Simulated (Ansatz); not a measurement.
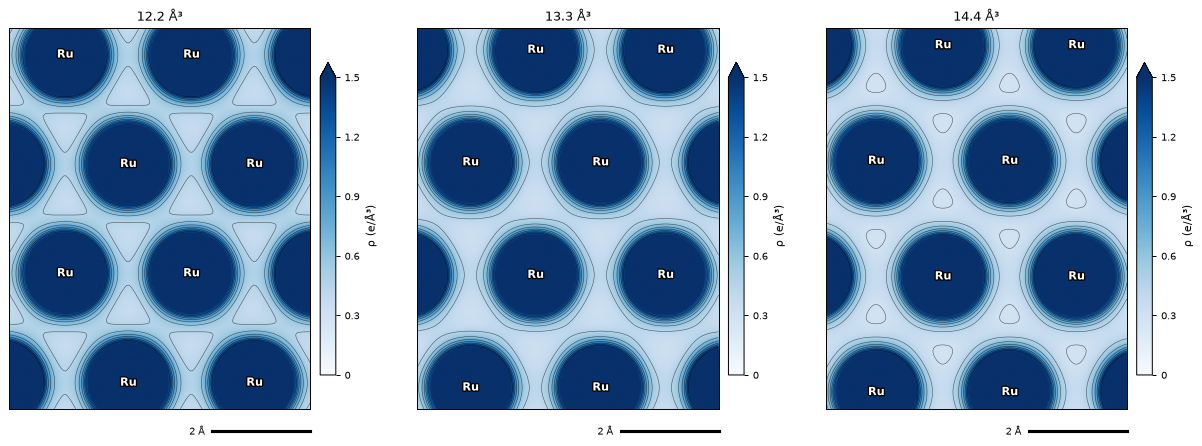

Ru. The valence charge density (pseudo) of cells scaled evenly to different volumes (given per atom above each panel), on the (111) plane of each (indices in the axes of the cell below), at one length scale and on one colour scale.

A generated structure, not necessarily the stable one; the program warned that a starting moment wasn't kept; spin-polarised, but the moments vanished.

All numbers below come from Ansatz 0.2.0, DFT, PBE, plane waves (420 eV) with PAW, scalar-relativistic.

The density is the valence pseudo-density of a PAW calculation; it isn't the true density close to the nuclei.

The largest cell:

```
Ru
1.0
     0.00000    1.93073    1.93073
     1.93073    0.00000    1.93073
     1.93073    1.93073    0.00000
Ru
1
Direct
  0.00000 0.00000 0.00000
```

| volume (Å³/atom) | Ru–Ru contact in the plane (Å) | ρ at its midpoint (e/Å³) | pressure (GPa) | 
| --- | --- | --- | --- |
| 12.18 | 2.583 | 0.474 | 52.9 | 
| 13.29 | 2.659 | 0.415 | 13.7 | 
| 13.84 | 2.695 | ? | ? | 
| 14.39 | 2.730 | 0.367 | −11.0 | 

What values belong in the row with question marks?

Over the known rows ln ρ falls by 1.74 per Å of Ru–Ru distance (a least-squares line), which gives 0.390 e/Å³ at 2.695 Å; the calculation gives 0.390 e/Å³. For the pressure, a straight line in volume between the neighbouring rows gives 1.3 GPa; the calculation gives −0.1, lower because pressure rises ever faster on compression.
